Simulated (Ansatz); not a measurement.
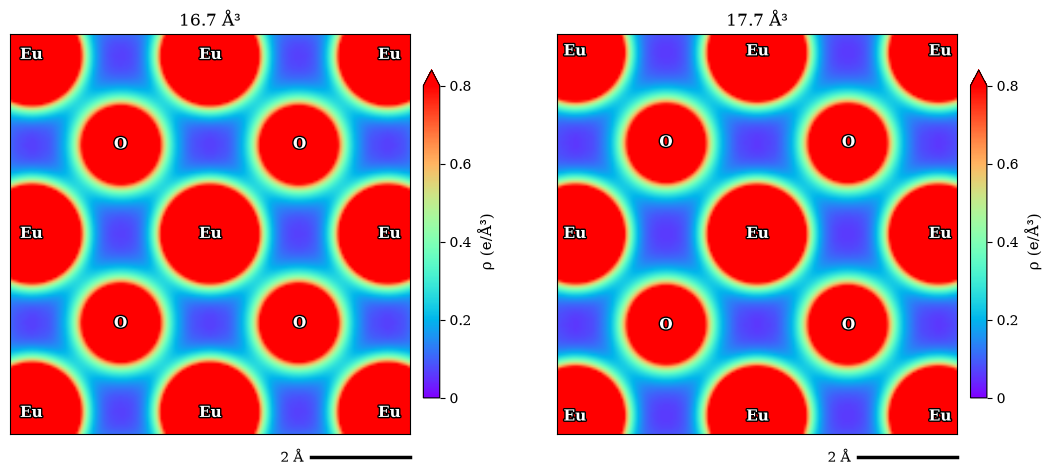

EuO. The valence pseudo-density of cells scaled evenly to different volumes (given per atom above each panel), on the (101) plane of each (indices in the axes of the cell below), at one length scale and on one colour scale.

No Hubbard U on the f states and no spin–orbit coupling; spin-polarised.

These are results of Kohn-Sham DFT of a periodic cell, r2SCAN, Ansatz PAW in Ansatz 0.2.0, not measurements.

The largest cell:

```yaml
crystal:
  lattice:
    - [0.00000, 2.60580, 2.60580]
    - [2.60580, 0.00000, 2.60580]
    - [2.60580, 2.60580, 0.00000]
  atoms:
    - { symbol: Eu, position: [0.00000, 0.00000, 0.00000] }
    - { symbol: O, position: [0.50000, 0.50000, 0.50000] }
```

| volume (Å³/atom) | Eu–O contact in the plane (Å) | ρ at its midpoint (e/Å³) | pressure (GPa) | largest moment (μB) | 
| --- | --- | --- | --- | --- |
| 16.67 | 2.555 | 0.279 | −3.6 | 6.68 | 
| 17.35 | 2.589 | ? | ? | ? | 
| 17.69 | 2.606 | 0.249 | −8.1 | 6.72 | 

### What values belong in the row with question marks?

Over the known rows ln ρ falls by 2.23 per Å of Eu–O distance (the line through the two), which gives 0.259 e/Å³ at 2.589 Å; the calculation gives 0.258 e/Å³. For the pressure, a straight line in volume between the neighbouring rows gives −6.6 GPa; the calculation gives −6.8. For the largest moment, a straight line in volume between the neighbouring rows gives 6.71 μB; the calculation gives 6.70.
